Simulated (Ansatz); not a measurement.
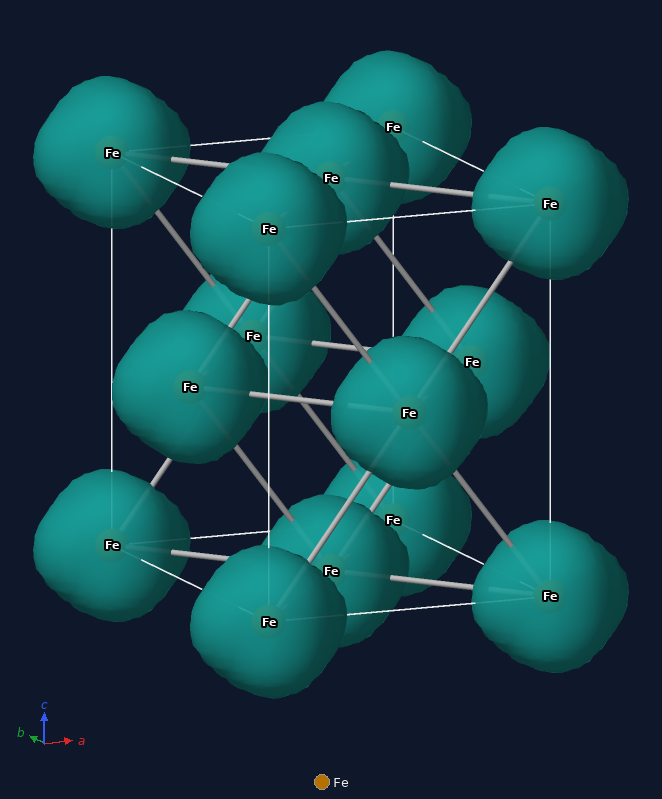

Fe. Isosurface of the spin density at +0.3 e/Å³ (teal), seen slightly off an axis. Sticks mark near contacts.

Space group Fmmm; a structure from a database of computed crystals, not necessarily the ambient phase; computed pressure about 3 GPa in this cell; spin-polarised.

These are results of Ansatz, Kohn-Sham DFT of a periodic cell, revPBE, Ansatz PAW, not measurements.

In a PAW calculation such maps are meaningful between the atoms, not at the nuclei.

**Describe the spin distribution.**

The spin density sits on Fe: +2.2 μB (×4) in one cell of 4 atoms: parallel main moments, as they must be, since the calculation's own cell holds one magnetic site. The cell of the calculation (1 atoms) carries 2.2 μB of net spin moment.
